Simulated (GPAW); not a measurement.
# free-standing square Cr monolayer, spacing 2.714 A: one coupling from two orders, and a test

Can a spin model with one coupling foretell the energy of a further order of free-standing square Cr monolayer, spacing 2.714 A?

Method: revPBE; plane waves with GPAW's PAW setups, scalar-relativistic, in GPAW 26.7.0.

## (1) The starting structure

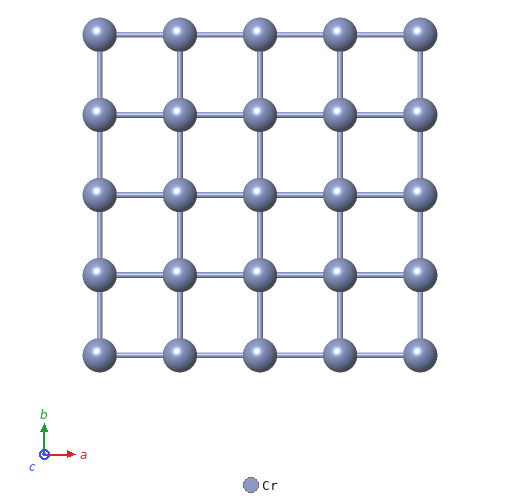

Start, viewed from above; chromium light blue. 4×4×1 cells are drawn. Some periodic images of atoms are drawn too.

The cell holds 1 atom: 1 Cr. Cell: a = 2.714 Å, b = 2.714 Å, c = 14.000 Å, α = 90.0°, β = 90.0°, γ = 90.0°. model lattice. Vacuum lies along c.

## (2) The parallel order

All energies count from this run.

order1.py reads:

```python
import json
import numpy as np
from ase import Atoms
from ase.parallel import paropen, parprint
from gpaw import GPAW

atoms = Atoms(['Cr'],
    cell=[[2.714, 0.0, 0.0],
         [0.0, 2.714, 0.0],
         [0.0, 0.0, 14.0]],
    scaled_positions=[[0.0, 0.0, 0.5]],
    pbc=True,
    magmoms=[2.5])
atoms.calc = GPAW(mode={'name': 'pw', 'ecut': 550},
    xc='revPBE',
    kpts={'size': (10, 10, 1), 'gamma': True},
    occupations={'name': 'fermi-dirac', 'width': 0.05},
    convergence={'density': 1e-05, 'energy': 1e-05},
    maxiter=200,
    symmetry={'tolerance': 1e-4},
    txt='order1.txt')
e = atoms.get_potential_energy(force_consistent=True)
res = {'free_energy': e, 'energy_sigma0': atoms.get_potential_energy(), 'fermi_energy': atoms.calc.get_fermi_level()}
res['moments'] = atoms.get_magnetic_moments().tolist()
res['total'] = atoms.get_magnetic_moment()
parprint('site moments (muB):', np.round(res['moments'], 3))
parprint(f"total moment: {res['total']:.3f} muB")
parprint(f'free energy: {e:.6f} eV')
atoms.calc.write('order1.gpw')
n = atoms.calc.get_pseudo_density()
up, down = (atoms.calc.get_pseudo_density(spin=i) for i in (0, 1))
np.savez('grids.npz', density=n, spin=up - down)
with paropen('results.json', 'w') as f:
    json.dump(res, f)
```

Started as:

```console
$ OMP_NUM_THREADS=1 python3 order1.py > order1.log
```

Log:

```text
site moments (muB): [3.493]
total moment: 4.287 muB
free energy: -6.563554 eV

--- order1.txt ---
Input parameters:
  mode=PW(ecut=550),
  convergence={'density': 1e-05, 'energy': 1e-05},
  kpts=MonkhorstPack(size=(10, 10, 1), gamma=True),
  maxiter=200,
  occupations=Occupations(name='fermi-dirac', width=0.05),
  symmetry=Symmetry(tolerance=0.0001),
  xc=XC(name='revPBE')

Diagonalizing LCAO Hamiltonian
[...]
|          3 |        -2.230 |     0.961 |        -0.549 |     0.000 |
|          4 |        -2.230 |     0.961 |         1.534 |     0.000 |
|          5 |        -2.021 |     0.271 |         1.582 |     0.000 |
|          6 |        -1.531 |     0.000 |         1.582 |     0.000 |
|          7 |         1.363 |     0.000 |         1.765 |     0.000 |
|          8 |         2.333 |     0.000 |         2.773 |     0.000 |

No gap
No difference between direct/indirect transitions


[key lines of the parts left out:]
Free energy:      -6.563554
Converged in 15 steps
dipole moment: (-6.460891, -6.460891, 0.000076)  # |e|*Ang
Fermi level: -2.070
```

Run time: 12 s. Hardware: 1 MPI rank of Intel Xeon 6975P-C (Granite Rapids), shared host; peak memory 0.2 GiB.

Spin moment in the augmentation sphere by atom:

```tsv
atom	spin moment in the augmentation sphere (μB)
Cr1	3.49
```

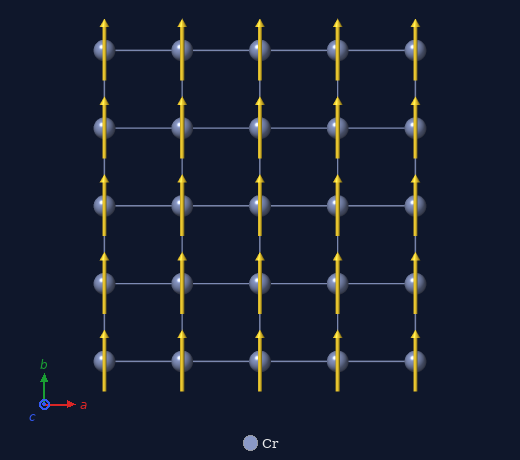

Spin moment in the augmentation sphere as arrows, the longest 3.49 μB. Up and down stand for the sign. Arrows give size and sign along the axis of quantisation, drawn up and down the page. 4×4×1 cells are drawn. Some periodic images of atoms are drawn too.

Read from the output:

* magnetization: 4.287 μB
* final state: ferromagnetic

After 15 cycles the largest moment stands at 3.49 μB.

## (3) The orders used for the fit

The other orders were run with the same settings, on meshes that hold the same points. Free energies (smearing 0.05 eV, its entropy term included) are divided by the number of Cr atoms; q is in fractions of the reciprocal vectors of the first run's cell.

```tsv
order	atoms	mesh	free energy (eV)	eV per Cr	largest moment (μB)
F +	1	10×10×1	-6.5636	-6.5636	3.49
AF q=(0,1/2,0) +-	2	10×5×1	-14.0089	-7.0044	3.69
```

## (4) Counting neighbours

With E = −Σ J e_i·e_j over ordered pairs of unit vectors, turning a neighbour from parallel to opposed costs 2J a Cr atom. So an order lies 2 Σ n J over the parallel one, n being the opposed neighbours in each shell.

```tsv
shell	distance (Å)	neighbours	opposed in AF q=(0,1/2,0) +-	opposed in AF q=(1/2,1/2,0) +-
J1	2.71	4	2	4
J2	3.84	4	4	0
```

Only J1 is kept.

## (5) Solving

```
2 × 2 × J1 = -440.89 meV    (AF q=(0,1/2,0) +-)
J1 = -110.22 meV
```

## (6) The test

The couplings now give the orders that were left out:

```
2 × 4 × (-110.22) = -881.76 meV    (AF q=(1/2,1/2,0) +-)
```

The runs themselves:

```tsv
order	atoms	mesh	free energy (eV)	eV per Cr	largest moment (μB)	over the parallel order (meV)	foretold (meV)
AF q=(1/2,1/2,0) +-	2	5×10×1	-14.3501	-7.1750	3.54	-611.48	-881.76
```

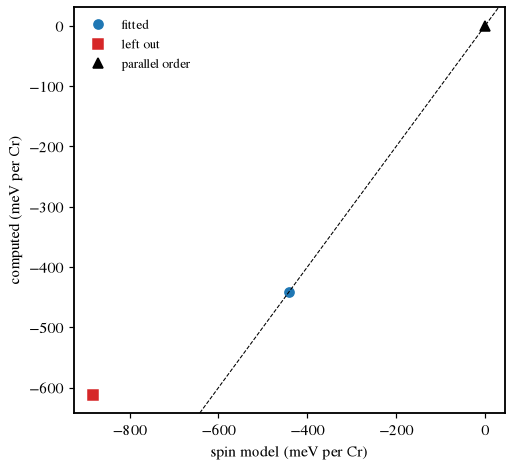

Computed energies of the orders against the model; the dashed line marks agreement.

## (7) One more shell

The miss asks for the next shell, which takes one more order into the fit and leaves none for a test.

```
2 × 2 × J1 + 2 × 4 × J2 = -440.89 meV    (AF q=(0,1/2,0) +-)
2 × 4 × J1 = -611.48 meV    (AF q=(1/2,1/2,0) +-)
J1 = -76.44 meV
J2 = -16.89 meV
```

## (8) Summary of results

* J1 (Cr–Cr at 2.71 Å): -110 meV
* largest miss on the orders left out: 270 meV
* J1 with 2 shells: -76.4 meV
* J2 with 2 shells: -16.9 meV

**Reading.** The model misses the order left out by 270 meV, 44 % of the span of the orders, so it fails: these couplings alone don't describe the crystal. With the next shell added the couplings are J1 = -76.44 and J2 = -16.89 meV, untested. The first dropped shell that the test feels is J2 at 3.84 Å. The site moments spread by 5.4 % over the orders. In a metal couplings reach far, and the mesh was not tested. The couplings are effective ones: further shells with opposed neighbours are folded into them or show in the miss. No mean-field temperature is given: it needs a model that holds, an unfrustrated order and couplings in all three dimensions.

[Logs and program files are shortened in this print: banners, set-up blocks, solver, clock and traceback lines can be left out without a mark of their own.]

[Logs are printed without paths, hosts, clocks, repeated set-up lines and the standing remarks that a program may print on its own settings, such as how far it seeks lower states.]

[Hosts, paths, dates, database ids (printed as entryN), source tags and the programs' standing remarks are cut or masked in the printed files.]

[Where a cell is said to come from a database of computed structures, the database is the Materials Project.]
